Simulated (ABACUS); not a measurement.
Single-point calculation at one volume of an equation of state, with input and output: BN (part 1 of 2)

System: BN (F-43m, 2 atoms in the cell).
Method: Kohn-Sham DFT of a periodic cell, PBE, PseudoDojo NC SR 0.4.1 PBE standard, no spin polarisation (ABACUS 3.10.1).

The structure derives from a Materials Project entry. It belongs to a series of runs on one base structure; here: volume scaled by 1.02.

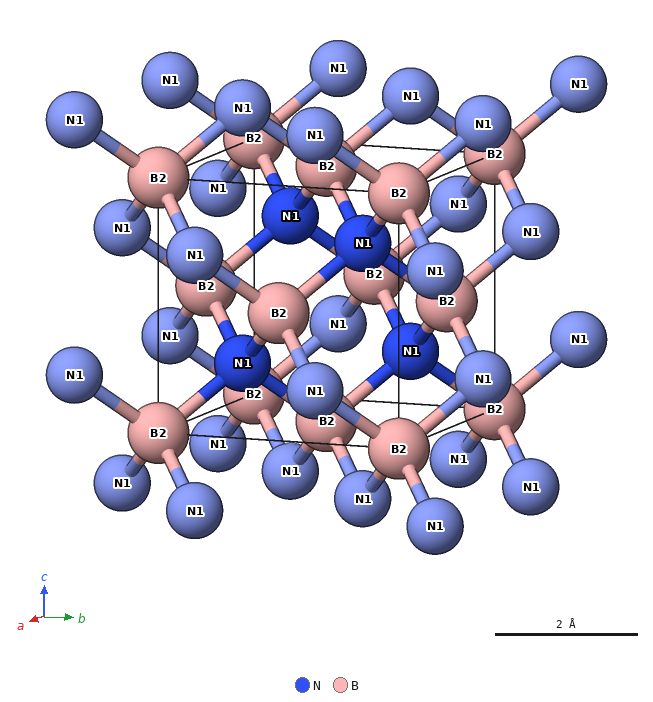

**Figure 1.** The structure (ball-and-stick view of the cell 4 times as large as that of the calculation, set on its symmetry axes, seen slightly off an axis; neighbours outside the cell are drawn fainter; atoms are numbered from 1 in the order of the input). Near neighbours in the crystal (not all of them lie inside the picture): N has 4 B at 1.58 Å; B has 4 N at 1.58 Å.

### The input
```
INPUT_PARAMETERS
suffix              BN
calculation         scf
basis_type          lcao
pseudo_dir          ./
orbital_dir         ./
symmetry            1
dft_functional      pbe
ecutwfc             100
pseudo_rcut         10
nspin               1
nbands              8
ks_solver           genelpa
smearing_method     fd
smearing_sigma      0.00367493
scf_thr             1e-07
scf_nmax            100
mixing_type         broyden
mixing_beta         0.7
cal_force           1
cal_stress          1
out_mul             1
```

### File STRU
```
ATOMIC_SPECIES
N 14.0070 N.upf
B 10.8100 B.upf

NUMERICAL_ORBITAL
N_confined-atom_6au_2s2p1d.orb
B_confined-atom_7au_2s2p1d.orb

LATTICE_CONSTANT
1.8897261246

LATTICE_VECTORS
0.0000000000 1.8250079791 1.8250079791
1.8250079791 0.0000000000 1.8250079791
1.8250079791 1.8250079791 0.0000000000

ATOMIC_POSITIONS
Direct

N
0.0
1
0.2500000000 0.2500000000 0.2500000000 1 1 1

B
0.0
1
0.0000000000 0.0000000000 0.0000000000 1 1 1
```

### File KPT
```
K_POINTS
0
Gamma
13 13 13 0 0 0
```

Run as:
```bash
OMP_NUM_THREADS=1 mpirun -np 4 abacus > log
```

### Log
```
ABACUS v3.10.1

               Atomic-orbital Based Ab-initio Computation at UStc

 ------------------------------------------------------------------------------------

 READING GENERAL INFORMATION
                           global_out_dir = OUT.BN/
                           global_in_card = INPUT
                               pseudo_dir = ./
                              orbital_dir = ./
                                    DSIZE = 4
                                    GSIZE = 1

 READING UNITCELL INFORMATION
                                    ntype = 2
                  lattice constant (Bohr) = 1.88973
              lattice constant (Angstrom) = 1

 READING ATOM TYPE 1
                               atom label = N
                      L=0, number of zeta = 2
                      L=1, number of zeta = 2
                      L=2, number of zeta = 1
             number of atom for this type = 1

 READING ATOM TYPE 2
                               atom label = B
                      L=0, number of zeta = 2
                      L=1, number of zeta = 2
                      L=2, number of zeta = 1
             number of atom for this type = 1

                        TOTAL ATOM NUMBER = 2
DIRECT COORDINATES
    atom                   x                   y                   z     mag                  vx                  vy                  vz
taud_N1            0.2500000000        0.2500000000        0.2500000000  0.0000        0.0000000000        0.0000000000        0.0000000000
taud_B1            0.0000000000        0.0000000000        0.0000000000  0.0000        0.0000000000        0.0000000000        0.0000000000

                          Volume (Bohr^3) = 82.0391
                             Volume (A^3) = 12.1569

 Lattice vectors: (Cartesian coordinate: in unit of a_0)
                   +0            +1.82501            +1.82501
             +1.82501                  +0            +1.82501
             +1.82501            +1.82501                  +0
 Reciprocal vectors: (Cartesian coordinate: in unit of 2 pi/a_0)
            -0.273971           +0.273971           +0.273971
            +0.273971           -0.273971           +0.273971
            +0.273971           +0.273971           -0.273971
 The esolver type has been set to : ksdft_lcao

                PAO radial cut off (Bohr) = 10

 Read in pseudopotential file is N.upf
                     pseudopotential type = NC
          exchange-correlation functional = PBE
                 nonlocal core correction = 1
                        valence electrons = 5
                                     lmax = 1
                           number of zeta = 2
                     number of projectors = 4
                           L of projector = 0
                           L of projector = 0
                           L of projector = 1
                           L of projector = 1
                PAO radial cut off (Bohr) = 10

 Read in pseudopotential file is B.upf
                     pseudopotential type = NC
          exchange-correlation functional = PBE
                 nonlocal core correction = 1
                        valence electrons = 3
                                     lmax = 1
                           number of zeta = 2
                     number of projectors = 4
                           L of projector = 0
                           L of projector = 0
                           L of projector = 1
                           L of projector = 1
     initial pseudo atomic orbital number = 8

 SETUP THE ELECTRONS NUMBER
             electron number of element N = 5
       total electron number of element N = 5
             electron number of element B = 3
       total electron number of element B = 3
            AUTOSET number of electrons:  = 8
                           occupied bands = 4
                                   NLOCAL = 26
                                   NBANDS = 8
                                   NBANDS = 8
                                   NLOCAL = 26

 SETUP THE PLANE WAVE BASIS
 energy cutoff for charge/potential (unit:Ry) = 400
            fft grid for charge/potential = [ 32, 32, 32 ]
                        fft grid division = [ 4, 4, 4 ]
        big fft grid for charge/potential = [ 8, 8, 8 ]
                                     nbxx = 128
                                     nrxx = 8192

 SETUP PLANE WAVES FOR CHARGE/POTENTIAL
                    number of plane waves = 11017
                         number of sticks = 649

 PARALLEL PW FOR CHARGE/POTENTIAL
     PROC   COLUMNS(POT)             PW
        1            163           2757
        2            162           2753
        3            162           2753
        4            162           2754
 --------------- sum -------------------
        4            649          11017
                            number of |g| = 159
                                  max |g| = 36.029
                                  min |g| = 0.225181

----------- Double Check Mixing Parameters Begin ------------
mixing_type: broyden
mixing_beta: 0.7
mixing_gg0: 1
mixing_gg0_min: 0.1
mixing_ndim: 8
----------- Double Check Mixing Parameters End ------------

 LATTICE VECTORS: (CARTESIAN COORDINATE: IN UNIT OF A0)
                   +0            +1.82501            +1.82501
             +1.82501                  +0            +1.82501
             +1.82501            +1.82501                  +0
                       right hand lattice = 1
                                   NORM_A = 2.58095
                                   NORM_B = 2.58095
                                   NORM_C = 2.58095
                           ALPHA (DEGREE) = 60
                           BETA  (DEGREE) = 60
                           GAMMA (DEGREE) = 60

 The lattice vectors have been changed (STRU_SIMPLE.cif)

(for optimal symmetric configuration:)
                             BRAVAIS TYPE = 3
                     BRAVAIS LATTICE NAME = 03. Cubic F (face-centered)
                                    ibrav = 3
                                    IBRAV = 3
                                  BRAVAIS = FACE CENTERED CUBIC
                       LATTICE CONSTANT A = 3.65002
Original cell was already a primitive cell.
                        ROTATION MATRICES = 48
              PURE POINT GROUP OPERATIONS = 24
                   SPACE GROUP OPERATIONS = 24
                                       C2 = 3
                                       C3 = 8
                                       C4 = 0
                                       C6 = 0
                                       S1 = 6
                                       S3 = 0
                                       S4 = 6
                                       S6 = 0
                              POINT GROUP = T_d
                                       C2 = 3
                                       C3 = 8
                                       C4 = 0
                                       C6 = 0
                                       S1 = 6
                                       S3 = 0
                                       S4 = 6
                                       S6 = 0
               POINT GROUP IN SPACE GROUP = T_d

 SETUP K-POINTS
                                    nspin = 1
                   Input type of k points = Monkhorst-Pack(Gamma)
                                   nkstot = 2197
                       right hand lattice = 1
(for reciprocal lattice: )
                             BRAVAIS TYPE = 2
                     BRAVAIS LATTICE NAME = 02. Cubic I (body-centered)
                                    ibrav = 2
                       right hand lattice = 1
(for k-lattice: )
                             BRAVAIS TYPE = 2
                     BRAVAIS LATTICE NAME = 02. Cubic I (body-centered)
                                    ibrav = 2
                       right hand lattice = 1
                        ROTATION MATRICES = 48
                               nkstot_ibz = 84
K-POINTS REDUCTION ACCORDING TO SYMMETRY
     IBZ    DIRECT_X    DIRECT_Y    DIRECT_Z  WEIGHT  ibz2bz
       1  0.00000000  0.00000000  0.00000000  0.0005       0
       2  0.07692308  0.07692308  0.07692308  0.0036       1
       3  0.15384615  0.15384615  0.15384615  0.0036       2
       4  0.23076923  0.23076923  0.23076923  0.0036       3
       5  0.30769231  0.30769231  0.30769231  0.0036       4
       6  0.38461538  0.38461538  0.38461538  0.0036       5
       7  0.46153846  0.46153846  0.46153846  0.0036       6
       8  0.07692308  0.07692308  0.00000000  0.0027      14
       9  0.15384615  0.15384615  0.07692308  0.0109      15
      10  0.23076923  0.23076923  0.15384615  0.0109      16
      11  0.30769231  0.23076923  0.30769231  0.0109      17
      12  0.38461538  0.38461538  0.30769231  0.0109      18
      13  0.46153846  0.46153846  0.38461538  0.0109      19
      14  0.46153846  0.46153846 -0.46153846  0.0109      20
      15  0.46153846  0.38461538  0.38461538  0.0109      21
      16  0.38461538  0.30769231  0.30769231  0.0109      22
      17  0.30769231  0.23076923  0.23076923  0.0109      23
      18  0.23076923  0.15384615  0.15384615  0.0109      24
      19  0.15384615  0.07692308  0.07692308  0.0055      25
      20  0.15384615  0.15384615  0.00000000  0.0027      28
      21  0.23076923  0.23076923  0.07692308  0.0109      29
      22  0.30769231  0.15384615  0.30769231  0.0109      30
      23  0.38461538  0.38461538  0.23076923  0.0109      31
      24  0.46153846  0.46153846  0.30769231  0.0109      32
      25 -0.38461538  0.46153846  0.46153846  0.0109      33
      26  0.38461538  0.38461538 -0.46153846  0.0109      34
      27  0.46153846  0.30769231  0.30769231  0.0109      35
      28  0.38461538  0.23076923  0.23076923  0.0109      36
      29  0.30769231  0.15384615  0.15384615  0.0055      37
      30  0.23076923  0.23076923  0.00000000  0.0027      42
[... 54 further k points ...]

                               nkstot now = 84
[... K-POINTS DIRECT COORDINATES: 84 rows ...]

           k-point number in this process = 84
       minimum distributed K point number = 84
[... stars of the k points ...]

[... K-POINTS CARTESIAN COORDINATES: 84 rows ...]

[... K-POINTS DIRECT COORDINATES: 84 rows ...]

 SETUP PLANE WAVES FOR WAVE FUNCTIONS
     energy cutoff for wavefunc (unit:Ry) = 100
              fft grid for wave functions = [ 32, 32, 32 ]
                    number of plane waves = 2085
                         number of sticks = 211

 PARALLEL PW FOR WAVE FUNCTIONS
     PROC   COLUMNS(POT)             PW
        1             52            520
        2             53            521
        3             53            522
        4             53            522
 --------------- sum -------------------
        4            211           2085

 SET NONLOCAL PSEUDOPOTENTIAL PROJECTORS
 SET NONLOCAL PSEUDOPOTENTIAL PROJECTORS
 max number of nonlocal projetors among all species is 4

 -------------------------------------------
 SELF-CONSISTENT
 -------------------------------------------

 SETUP SEARCHING RADIUS FOR PROGRAM TO SEARCH ADJACENT ATOMS
                  longest orb rcut (Bohr) = 7
   longest nonlocal projector rcut (Bohr) = 1.38
                     search radius (Bohr) = 16.8
              searching radius is (Bohr)) = 16.8
         searching radius unit is (Bohr)) = 1.89
                         PeriodicBoundary = 1
                        Radius(unit:lat0) = 8.87
                                   glayer = [ 6, 6, 6 ]
                             glayer_minus = [ 5, 5, 5 ]

Find the coordinate range of the input atom(unit:lat0).
                                  min_tau = [ -18.3, -18.3, -18.3 ]
                                  max_tau = [ 19.2, 19.2, 19.2 ]
                                BoxNumber = [ 11, 11, 11 ]

 SETUP EXTENDED REAL SPACE GRID FOR GRID INTEGRATION
                          real space grid = [ 32, 32, 32 ]
                 big cell numbers in grid = [ 8, 8, 8 ]
             meshcell numbers in big cell = [ 4, 4, 4 ]
                        extended fft grid = [ 15, 15, 15 ]
                dimension of extened grid = [ 39, 39, 39 ]
                            UnitCellTotal = 125
              Atom number in sub-FFT-grid = 2
    Local orbitals number in sub-FFT-grid = 26
                                ParaV.nnr = 20817
                                 init_chg = atomic
```
